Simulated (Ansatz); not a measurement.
**Run report: Sn4O, geometry relaxation (part 1 of 2)**

- system: Sn4O (slab, 5 atoms in the cell)
- method: DFT PBEsol, scalar-relativistic, plane waves, PAW, no spin polarisation (Ansatz 0.2.0)

The structure derives from an entry of the Crystallography Open Database. The input holds or restrains some coordinates. Forces given for the steps count only the free coordinates. It belongs to a series of runs on one base structure; here: O put at a hollow Sn-Sn-Sn site.

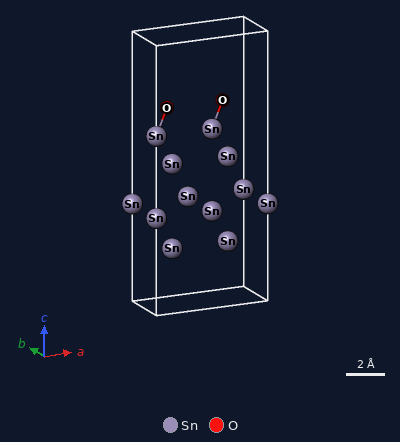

**Figure 1.** The starting structure (ball-and-stick view of the 2 × 1 repeat of the cell, with the vacuum cut short, seen slightly off an axis). An atom can appear more than once, as a periodic image.

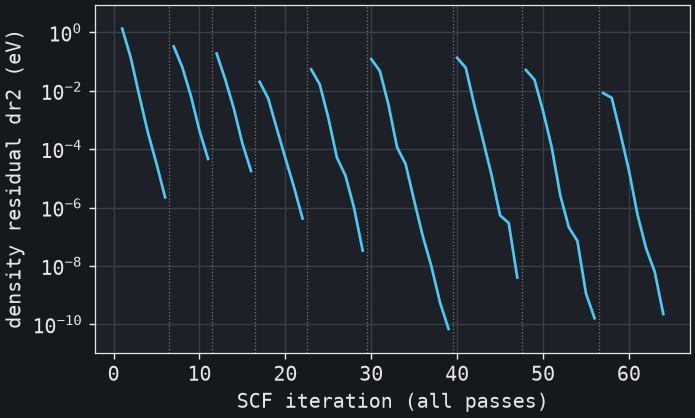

**Figure 2.** Convergence of the self-consistent field: density residual dr2 against the SCF iteration. The dotted lines part the SCF passes of the relaxation: geometry steps, rejected trials and re-solves on a re-selected basis. The 9 passes take 5 to 10 iterations each, 64 in all.

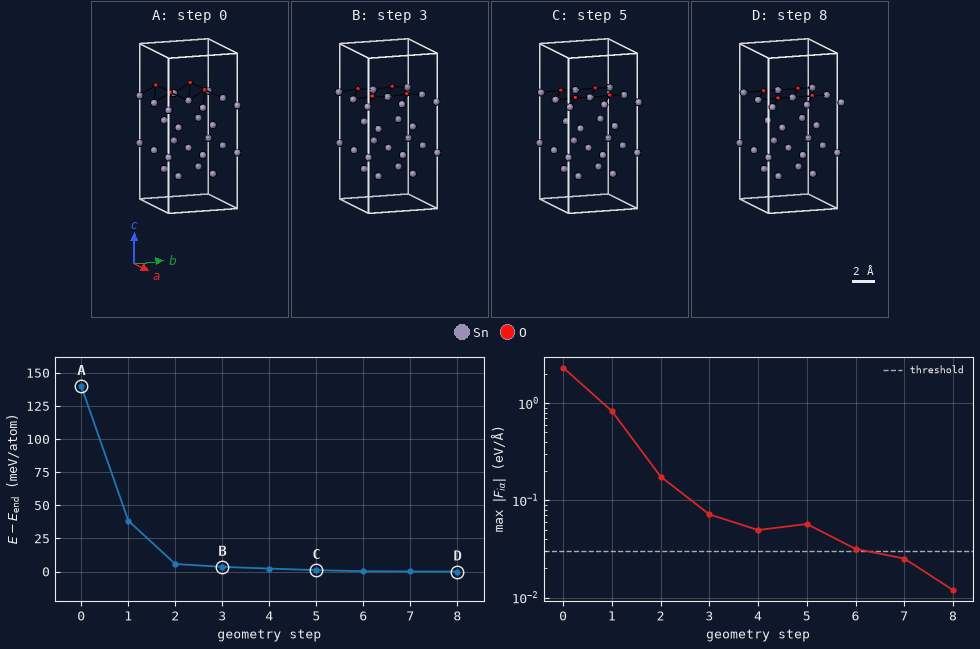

**Figure 3.** Frames of the restrained relaxation (ball-and-stick view of the 2 × 2 repeat of the cell, with the vacuum cut short, seen slightly off an axis) above the curves, on which the letters mark them (the first geometry is step 0 here and step 1 in the log).

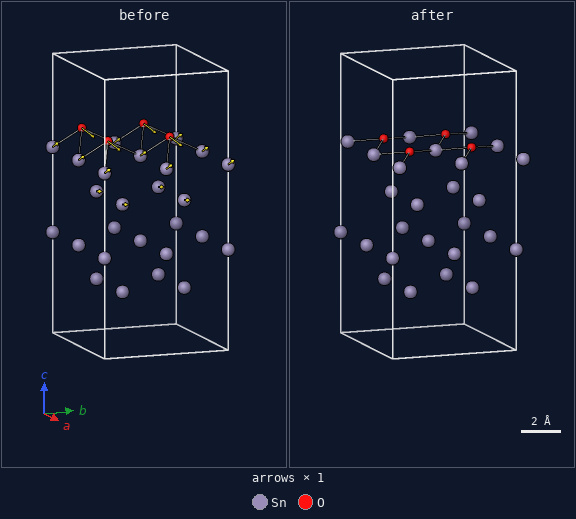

**Figure 4.** Before (left) and after (right) the restrained relaxation, at one scale (ball-and-stick view of the 2 × 2 repeat of the cell, with the vacuum cut short, seen slightly off an axis). The yellow arrows give the displacements, at true length. The largest move is that of O5, 0.94 Å. Largest moves by element: O 0.94 Å, Sn 0.53 Å. The cell stays as it was. Distances before and after: Sn4–O5 2.709 → 2.360 Å. Among the angles that change: O5–Sn4–O5 115.2° → 151.5°, Sn4–O5–Sn4 115.2° → 151.5°, O5–Sn4–O5 90.4° → 99.7°. After 8 geometry steps the energy has fallen by 140 meV per atom. The largest force component goes from 2.3 to 0.012 eV/Å. (Atoms are counted from 1 in the order of the input.)

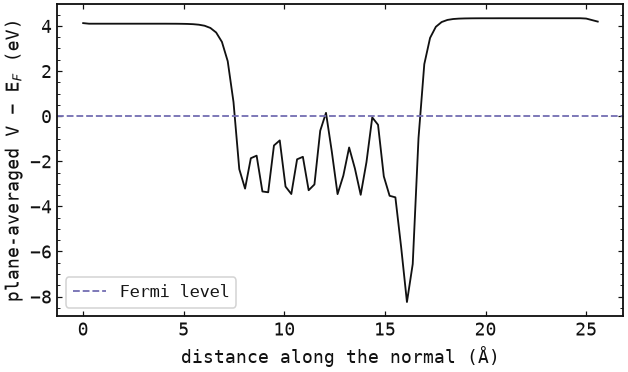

**Figure 5.** Plane average of the electrostatic potential energy of an electron across the cell, from the Fermi level. The vacuum level lies 4.34 eV above the Fermi level on the upper side and 4.10 eV on the lower.

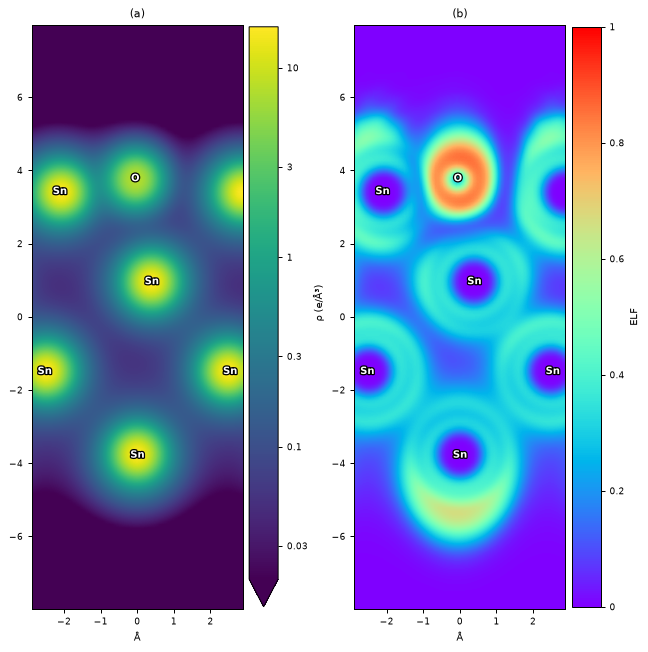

**Figure 6.** (a) valence charge density (pseudo); (b) ELF on the (11̄0) plane of the calculation cell, a cut from vacuum to vacuum. Atoms in the plane: Sn and O. Sn–O (2.10 Å): the density is about 0.63 e/Å³ at the midpoint; the ELF is about 0.25 at the midpoint (no shared pair; the contact is polar). The density dies away to nearly zero in the vacuum. In a PAW calculation such maps are meaningful between the atoms, not at the nuclei.

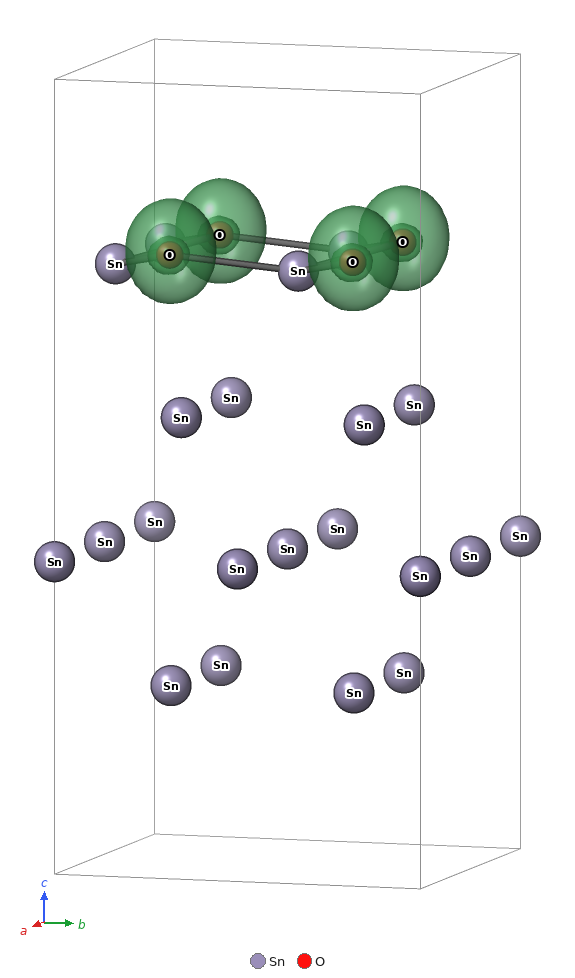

**Figure 7.** Isosurface of the electron localisation function at 0.7 (green), seen slightly off an axis. Only the valence region is drawn (cores and ρ < 0.01 e/Å³ removed). Sticks mark near contacts. Profiles from the grid: Sn–O (2.10 Å): the ELF is about 0.25 at the midpoint (no shared pair; the contact is polar). Sn–O (2.36 Å): the ELF is about 0.20 at the midpoint (a polar contact without a shared pair, in a metal).

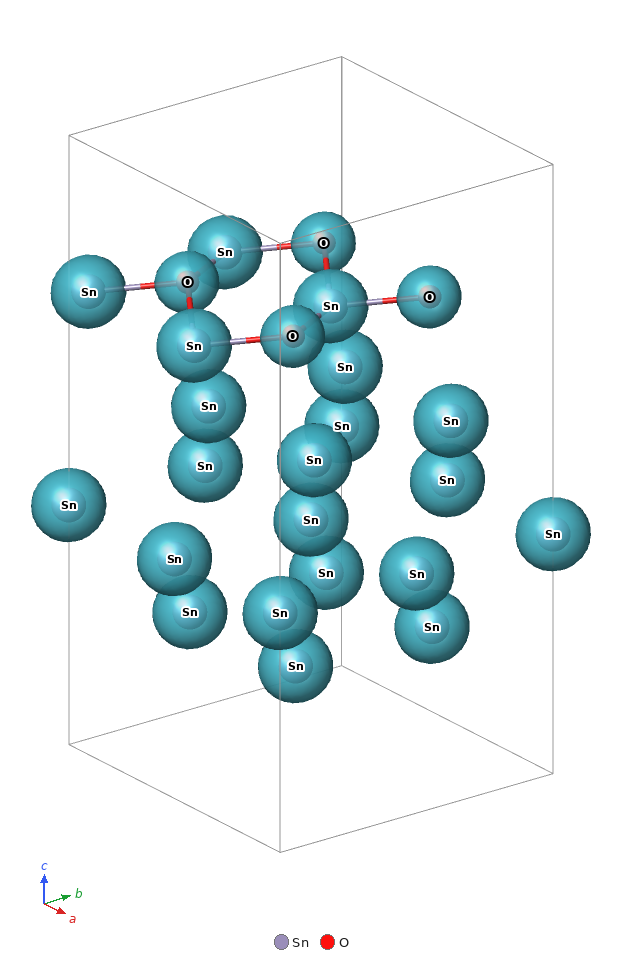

**Figure 8.** Isosurface of the valence pseudo-density at 1.5 e/Å³ (cyan), seen at an oblique angle. Sticks mark near contacts. At this value the density breaks into separate islands; it holds about 60 % of the electrons treated as valence (semicore included). It is pinched off along the Sn–O (2.10 Å) and Sn–O (2.36 Å) contacts. On the grid the lowest density along these lines, outside the cores, is 0.63 e/Å³ (Sn–O, 2.10 Å) and 0.37 e/Å³ (Sn–O, 2.36 Å).

The input that produced these results follows, with the program's output.

## Input file
```yaml
crystal:
  lattice:
    - [3.4135078676, 0.0, 0.0]
    - [0.3483379192, 3.3956879504, 0.0]
    - [0.0, 0.0, 25.861735772]
  atoms:
    - { symbol: Sn, position: [0.5, 0.5, 0.3286709011] }
    - { symbol: Sn, position: [0.0, 0.0, 0.4171121904] }
    - { symbol: Sn, position: [0.5, 0.5, 0.5111548528] }
    - { symbol: Sn, position: [0.0, 0.0, 0.5944038012] }
    - { symbol: O, position: [0.3333333333, 0.3333333333, 0.6400310557] }
basis:
  ecutwfc: 420
kpoints:
  mp_grid: { grid: [9, 9, 1] }
hamiltonian:
  xc: pbesol
scf:
  occupations: { method: gaussian, width: 0.1 }
output:
  forces: true
  eigenvalues: true
  write_density: true
  write_potential: true
  elf: true
  volumetric_format: npy
relax:
  adjacent_minimum: "off"
  f_tol: 0.03
  max_steps: 70
  constraints: [{ sites: [0, 1] }]
efield:
  axis: 3
  dipole_correction: true
  ramp_width: 0.04
```

Command:
```bash
ansatz run input.yaml --threads 1 --pin off --max-ram 2560MiB --backend cpu --events-out ev --progress --plain --runs-dir out
```

## The program's output
```
Engine: ansatz 0.2.0, x86_64-unknown-linux-gnu
Pseudopotentials: kind: paw
Pseudopotential: Sn, paw, valence charge 14, recommended cutoff 420 eV (normal), Sn.paw.azcp
Pseudopotential: O, paw, valence charge 6, recommended cutoff 420 eV (normal), O.paw.azcp
Functional definition: PBEsol
  exchange = pbesol_x
  correlation = pbesol_c
Crystal: 5 atoms, lattice volume = 299.769 Å³
Basis set: ecut = 420 eV, 5917 PW (Γ), exchange–correlation on 48×48×360 points (8 copies of the dense FFT grid, shifted against one another)
Bands: 38, of which v1, the nominal top of the filled ones, is band 31 counted from 1 (30 counted from 0)
Symmetry: 2 space group operations
Space group: Cm (ITA 8), of the structure as read, at distance tolerance 6.7e-5 Å
k-points: 25 of 81 (time reversal used)
Non-local potential: Sn, projectors of the file, l = 0: 2, l = 1: 2, l = 2: 2, l = 3: 2
Non-local potential: O, projectors of the file, l = 0: 2, l = 1: 2, l = 2: 1
PAW form: soft (Blöchl's): semilocal exchange-correlation on the pseudo side does not see the compensation charge
PAW frozen core: Sn, regenerated for the run's functional, and the local potential with it (the file was generated under x = pbe(κ = 0.804, μ = 0.2195149727645171), c = pbe(β = 0.06672455060314922))
PAW frozen core: O, regenerated for the run's functional, and the local potential with it (the file was generated under x = pbe(κ = 0.804, μ = 0.2195149727645171), c = pbe(β = 0.06672455060314922))
PAW one-centre angular grid: Sn, 590 points (default); XC on 64 Gauss nodes
PAW one-centre angular grid: O, 110 points (default); XC on 64 Gauss nodes
Initial density: superposition of atomic densities (neutral atoms: chi_scale 0, normalization atom), corrected by the library's trained network
Initial wavefunctions: pseudopotential atomic-orbital guess
Functional: x = pbesol(κ = 0.804, μ = 0.12345679012345678), c = pbesol(β = 0.046)
SCF iter   1: F=—  HF=-24357.670949 eV  |F-HF|=—  |Δ(HF+E_count)|=         —  Δρ=1.05e-2  dr2=1.35e0  ethr=1.77e-3  p=-0.200 e·Å  D=-1.21e-1 V/Å  ΔV_dip=3.13 eV  dr2_dipole=4.50e-1  V_vac-E_F(+/−)=7.20/4.07 eV  ⟨swp⟩=10.0  Hψ=4713  notcnv=0
efield: sawtooth ramp at fractional position 0.9644 (placed from the atoms, in the widest stretch of the axis that holds none; the zero of the levels goes with the place), width 0.0400; the density the first Hamiltonian is built on has a dipole p = -0.200 e·Å; the dipole correction subtracts the counter field D = -1.21e-1 V/Å, which shifts the + side's vacuum level by +3.13 eV against the − side's; the planar-averaged density in the ramp window peaks in size at 4.2e-6 e/Å³
preconditioner: auto → LDOS  [metal: Δε(μ)=0.033 eV  Ē_g=18.201 eV  σ=0.100 eV  W_gap=0.18  n_scr=52 (ndim 8)  ℏωp=16.9 eV  f_vac=0.568  D(μ)=2.85/eV (n_scr^D=10)  β→1.0]
SCF iter   2: F=—  HF=-24357.614831 eV  |F-HF|=—  |Δ(HF+E_count)|=   5.61e-2  Δρ=6.39e-3  dr2=1.36e-1  ethr=1.77e-3  p=-0.189 e·Å  D=-1.14e-1 V/Å  ΔV_dip=2.95 eV  dr2_dipole=1.62e-2  V_vac-E_F(+/−)=7.01/4.06 eV  ⟨swp⟩=2.0  Hψ=1311  notcnv=0  defer=39
SCF iter   3: F=—  HF=-24357.602606 eV  |F-HF|=—  |Δ(HF+E_count)|=   1.22e-2  Δρ=1.03e-3  dr2=6.62e-3  ethr=2.19e-4  p=-0.191 e·Å  D=-1.15e-1 V/Å  ΔV_dip=2.98 eV  dr2_dipole=1.41e-3  V_vac-E_F(+/−)=6.99/4.01 eV  ⟨swp⟩=2.0  Hψ=1310  notcnv=0  defer=40
SCF iter   4: F=—  HF=-24357.602330 eV  |F-HF|=—  |Δ(HF+E_count)|=   2.76e-4  Δρ=1.69e-4  dr2=3.65e-4  ethr=1.07e-5  p=-0.194 e·Å  D=-1.17e-1 V/Å  ΔV_dip=3.03 eV  dr2_dipole=7.60e-5  V_vac-E_F(+/−)=7.01/3.98 eV  ⟨swp⟩=2.0  Hψ=1201  notcnv=0  defer=40
SCF iter   5: F=—  HF=-24357.602328 eV  |F-HF|=—  |Δ(HF+E_count)|=   1.18e-6  Δρ=8.88e-5  dr2=3.15e-5  ethr=5.88e-7  p=-0.195 e·Å  D=-1.17e-1 V/Å  ΔV_dip=3.04 eV  dr2_dipole=2.19e-6  V_vac-E_F(+/−)=7.00/3.97 eV  ⟨swp⟩=2.1  Hψ=1201  notcnv=0  defer=40
SCF iter   6: F=-24357.602328 eV  HF=-24357.602328 eV  |F-HF|=2.84e-7  |Δ(HF+E_count)|=   3.23e-7  Δρ=1.83e-5  dr2=2.23e-6  ethr=3.63e-8  p=-0.195 e·Å  D=-1.18e-1 V/Å  ΔV_dip=3.04 eV  dr2_dipole=1.51e-7  V_vac-E_F(+/−)=7.01/3.96 eV  ⟨swp⟩=22.0  Hψ=10999  notcnv=0
SCF 1 converged in 6 iterations: F = -24357.602328 eV  dr2 = 2.23e-6
  greatest PAW one-centre occupation: 0.992 electrons in one spin orbital (limit 2), on the Sn atom at site 3 (counted from 0), in its partial waves of l = 2
relax step   1: F+E_penalty+E_count = -24357.60232778 eV  Δ(F+E_penalty+E_count) = +0.000e0 eV  max|allowed force component| = 2.325e0 eV/Å  Δτ_max = 0.0000 Å  (6 SCF iters, dr2 threshold 2.25e-5 eV, accepted)
Initial density: handed on by an earlier stage of this run
Initial wavefunctions: those handed on with the density
iter 1 solved again at ethr=5.39e-4 eV; its pass at ethr=3.10e-3 eV (dr2=3.34e-1 eV) is discarded
SCF iter   1: F=—  HF=-24358.193879 eV  |F-HF|=—  |Δ(HF+E_count)|=         —  Δρ=7.63e-3  dr2=3.32e-1  ethr=5.39e-4  p=-0.195 e·Å  D=-1.18e-1 V/Å  ΔV_dip=3.04 eV  dr2_dipole=1.13e-1  V_vac-E_F(+/−)=6.94/3.90 eV  ⟨swp⟩=1.9  Hψ=3711  notcnv=0  defer=39
efield: sawtooth ramp at fractional position 0.9644 (handed on by an earlier solve), width 0.0400; the density the first Hamiltonian is built on has a dipole p = -0.195 e·Å; the dipole correction subtracts the counter field D = -1.18e-1 V/Å, which shifts the + side's vacuum level by +3.04 eV against the − side's; the planar-averaged density in the ramp window peaks in size at 8.5e-7 e/Å³
preconditioner: auto → LDOS  [metal: Δε(μ)=0.013 eV  Ē_g=18.363 eV  σ=0.100 eV  W_gap=0.08  n_scr=52 (ndim 8)  ℏωp=16.9 eV  f_vac=0.567  D(μ)=3.44/eV (n_scr^D=10)  β→1.0]
SCF iter   2: F=—  HF=-24358.122487 eV  |F-HF|=—  |Δ(HF+E_count)|=   7.14e-2  Δρ=4.39e-3  dr2=6.43e-2  ethr=5.36e-4  p=-0.098 e·Å  D=-5.92e-2 V/Å  ΔV_dip=1.53 eV  dr2_dipole=2.79e-3  V_vac-E_F(+/−)=5.45/3.92 eV  ⟨swp⟩=2.9  Hψ=1873  notcnv=0  defer=39
SCF iter   3: F=—  HF=-24358.111945 eV  |F-HF|=—  |Δ(HF+E_count)|=   1.05e-2  Δρ=1.24e-3  dr2=6.67e-3  ethr=1.04e-4  p=-0.119 e·Å  D=-7.19e-2 V/Å  ΔV_dip=1.86 eV  dr2_dipole=1.31e-3  V_vac-E_F(+/−)=5.79/3.93 eV  ⟨swp⟩=2.0  Hψ=1881  notcnv=0  defer=40
SCF iter   4: F=—  HF=-24358.110237 eV  |F-HF|=—  |Δ(HF+E_count)|=   1.71e-3  Δρ=2.57e-4  dr2=4.28e-4  ethr=1.08e-5  p=-0.114 e·Å  D=-6.89e-2 V/Å  ΔV_dip=1.78 eV  dr2_dipole=1.14e-4  V_vac-E_F(+/−)=5.72/3.94 eV  ⟨swp⟩=2.1  Hψ=1704  notcnv=0  defer=40
SCF iter   5: F=-24358.110115 eV  HF=-24358.110168 eV  |F-HF|=5.29e-5  |Δ(HF+E_count)|=   6.87e-5  Δρ=5.73e-5  dr2=4.63e-5  ethr=1.61e-7  p=-0.113 e·Å  D=-6.81e-2 V/Å  ΔV_dip=1.76 eV  dr2_dipole=2.12e-5  V_vac-E_F(+/−)=5.70/3.94 eV  ⟨swp⟩=21.8  Hψ=10411  notcnv=0
SCF 2 converged in 5 iterations: F = -24358.110115 eV  dr2 = 4.63e-5
[... from here on the iterations of each SCF are left out, up to the last one ...]
relax step   2: F+E_penalty+E_count = -24358.11011516 eV  Δ(F+E_penalty+E_count) = -5.078e-1 eV  max|allowed force component| = 8.307e-1 eV/Å  Δτ_max = 0.1950 Å  (5 SCF iters, dr2 threshold 1.00e-4 eV, accepted)
efield: sawtooth ramp at fractional position 0.9644 (handed on by an earlier solve), width 0.0400; the density the first Hamiltonian is built on has a dipole p = -0.113 e·Å; the dipole correction subtracts the counter field D = -6.81e-2 V/Å, which shifts the + side's vacuum level by +1.76 eV against the − side's; the planar-averaged density in the ramp window peaks in size at 9.1e-7 e/Å³
preconditioner: auto → LDOS  [metal: Δε(μ)=0.068 eV  Ē_g=18.398 eV  σ=0.100 eV  W_gap=0.34  n_scr=52 (ndim 8)  ℏωp=16.9 eV  f_vac=0.568  D(μ)=2.98/eV (n_scr^D=10)  β→1.0]
SCF 3 converged in 5 iterations: F = -24358.273708 eV  dr2 = 1.79e-5
```
